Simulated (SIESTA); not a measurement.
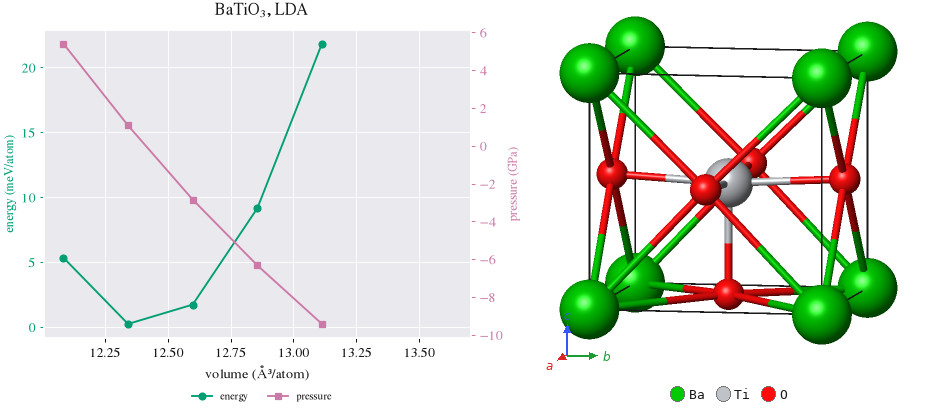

The figure shows the energy and pressure against volume for BaTiO₃, space group P4mm (No. 99). The conventional cell is drawn beside the plot.

Cell as given: a = 4.000 Å, b = 4.000 Å, c = 4.018 Å, α = 90.00°, β = 90.00°, γ = 90.00°; 5 atoms.

Method: DFT in numerical atomic orbitals with pseudopotentials, no spin polarisation; energies at scaled volumes of the given cell, shape and fractions fixed, counted from the fit's minimum, third-order Birch-Murnaghan fit (SIESTA 5.4.2). Level: LDA.

```json
{"setting": "k mesh", "value": "5×5×5"}
{"setting": "occupations", "value": "Fermi–Dirac"}
{"setting": "smearing width", "value": "0.05 eV"}
{"setting": "potentials", "value": "PseudoDojo 0.4 standard, converted to PSML, two zetas on semicore shells"}
{"setting": "program settings", "value": "basis DZP, mesh cutoff 800 Ry"}
```

The points at volume 13.37 Å³/atom and 13.63 Å³/atom are left out of the plot. What values does the calculation give there?

| volume (Å³/atom) | energy (meV/atom) | pressure (GPa) |
| --- | --- | --- |
| 13.37 | 39.23 | −12.16 |
| 13.63 | 60.73 | −14.60 |

Caveats: mulliken charges of long orbitals; shape and atomic fractions are frozen while scaling, which makes layered, chain and framework solids too stiff.
